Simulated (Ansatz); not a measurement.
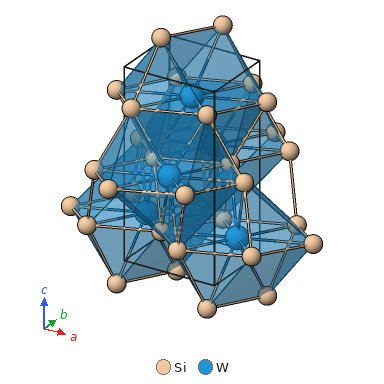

System: Si₂W, space group P6_222 (No. 180). The picture shows the cell.

Starting cell:
```xyz
9
Lattice="4.5761 0.0000 0.0000 -2.2880 3.9630 0.0000 0.0000 0.0000 6.6033" Properties=species:S:1:pos:R:3 pbc="T T T"
Si    2.2880    2.6646    3.3017
Si   -1.1636    3.3138    5.5028
Si    1.1636    3.3138    1.1006
Si    0.0000    1.2984    3.3017
Si    3.4516    0.6492    5.5028
Si    1.1245    0.6492    1.1006
W    -1.1440    1.9815    1.1006
W     1.1440    1.9815    5.5028
W     2.2880    0.0000    3.3017
```

Computed with Ansatz 0.2.0: one atom of a crystal moved along a line, all else fixed, by plane-wave density functional theory with PAW datasets, free energies less that of the undisturbed cell, pressure positive in compression; scalar-relativistic. Level: PBEsol, no spin polarisation.

- wave cutoff: 420 eV
- k mesh: 12×12×6
- occupations: Gaussian
- smearing width: 0.15 eV
- k shift: (0, 0, 0) (mesh steps)
- start: relaxed
- moved atom: 7
- direction: (−0.4446, 0.2655, 0.8555) (Cartesian unit vector)

Predict the energy change, force along the direction (sum over moved atoms) and pressure against displacement. The displacement takes the values −0.2000, −0.0667, 0.0000, 0.1333 Å.

The energy rises on both sides of the starting structure, which is therefore a minimum along this path. The energy change is 0.4228 eV/cell at displacement −0.2000 Å and 0.1871 eV/cell at 0.1333 Å; the lowest computed point is at displacement 0.0000 Å (0.0000 eV/cell). The force along the direction (sum over moved atoms) falls from 4.22 eV/Å at displacement −0.2000 Å to −2.80 eV/Å at 0.1333 Å, and changes sign near 0.00 Å. The pressure goes from 1.773 GPa at displacement −0.2000 Å to 0.787 GPa at 0.1333 Å, not monotonically, with a low of −0.010 GPa at 0.0000 Å.

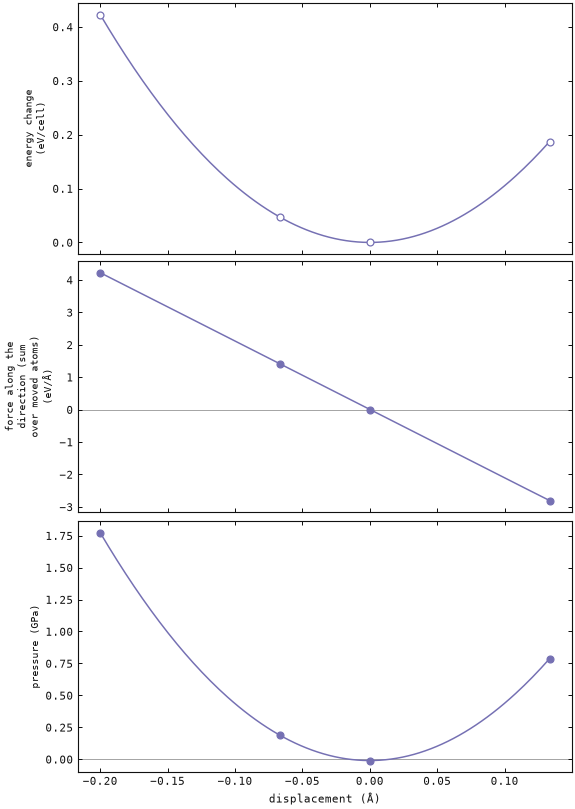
